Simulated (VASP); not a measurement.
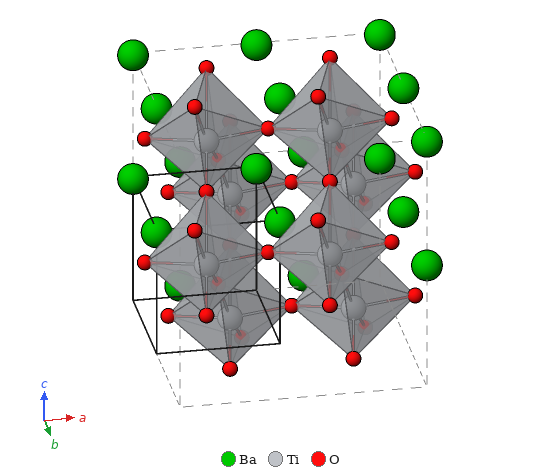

Polyhedra are drawn about Ti (bonds: O–Ti below 2.9 Å); other atoms are plain spheres.

BaTiO₃ (space group P4mm, No. 99). Coordinates: the geometry relaxed with VASP Kohn-Sham DFT of a periodic cell, revPBE, VASP PAW PBE potentials, recommended in VASP.

Sharing among the drawn polyhedra:

| site | polyhedron | corner-sharing neighbours | edge-sharing | face-sharing | bond (Å) |
| --- | --- | --- | --- | --- | --- |
| Ti | TiO6 octahedron | 6 | 0 | 0 | 1.80–2.57 |

They form a three-dimensional framework of corner-sharing octahedra.
